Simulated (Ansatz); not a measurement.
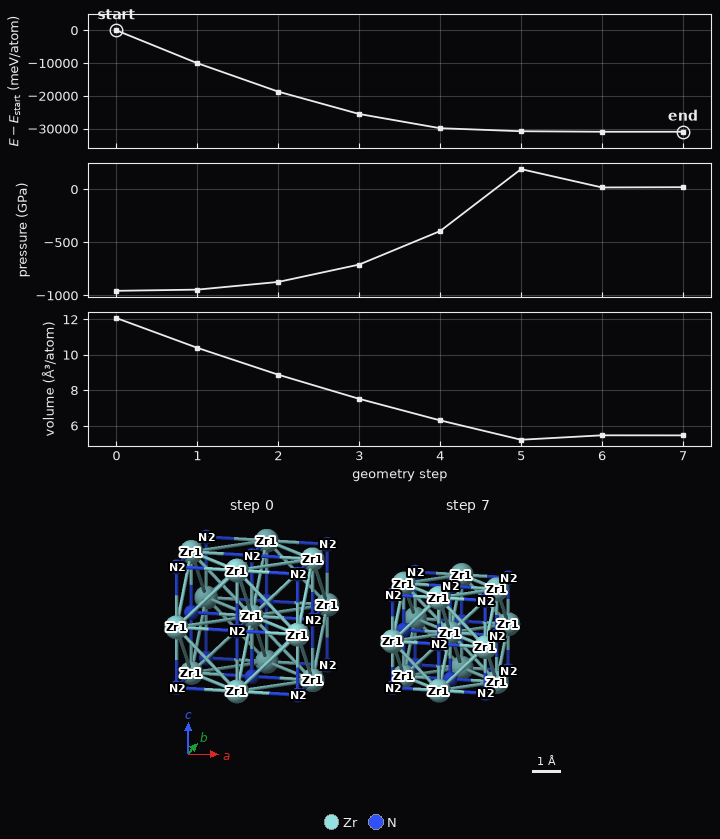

First and last geometry of a relaxation of solid ZrN (set up in Fm-3m) (coarse preliminary run), with the history of the run. Style: ball-and-stick. Shown: the conventional cell (4 times the calculation's cell), slightly off an axis. Lengths and directions refer to the drawn axes.

Case: as before, with the keys of group mixing set back to the reference's.

All numbers below come from DFT r2SCAN, scalar-relativistic, plane waves, norm-conserving potentials in Ansatz 0.2.0.

Input file:
```yaml
crystal:
  lattice:
    - [0.0, 2.2942655869, 2.2942655869]
    - [2.2942655869, 0.0, 2.2942655869]
    - [2.2942655869, 2.2942655869, 0.0]
  atoms:
    - { symbol: Zr, position: [0.5, 0.5, 0.5] }
    - { symbol: "N", position: [0.0, 0.0, 0.0] }
basis:
  ecutwfc: 60
  ecutrho_ratio: 8
kpoints:
  mp_grid: { kspacing: 0.95 }
hamiltonian:
  xc: r2scan
  pseudopotentials: { kind: nc }
scf:
  occupations: { method: tetrahedron_uncorrected }
  eigensolver: { real_solve: false }
  max_iter: 300
output:
  forces: true
  stress: true
  eigenvalues: true
relax:
  adjacent_minimum: "off"
  f_tol: 0.03
  max_steps: 10
  cell: { p_target: 20 }
```

Command:
```bash
ansatz run input.yaml --threads 1 --pin off --max-ram 1331MiB --backend cpu --events-out ev --progress --plain --runs-dir out
```

What do the curves and the structures tell?

The relaxation stopped without meeting its thresholds, so the last structure isn't shown to be converged. Over 7 geometry steps the energy falls by 30909 meV per atom. With the target pressure of 20 GPa, the enthalpy E + pV changes by −31736 meV per atom. All forces vanish by symmetry, so only the cell relaxes. Pressure: −956.25 GPa at the start and 19.98 GPa at the end. No atom moves by more than 0.005 Å relative to the cell. Cell: a = b = c 4.589 → 3.520 Å (−23.3 %). Volume −54.9 %. Near-neighbour distances that change, for instance: Zr1–Zr1 3.245 → 2.489 Å, Zr1–N2 2.294 → 1.760 Å. The space group stays Fm-3m (No. 225).

Limits of the set-up: the cutoff lies below the recommended one.
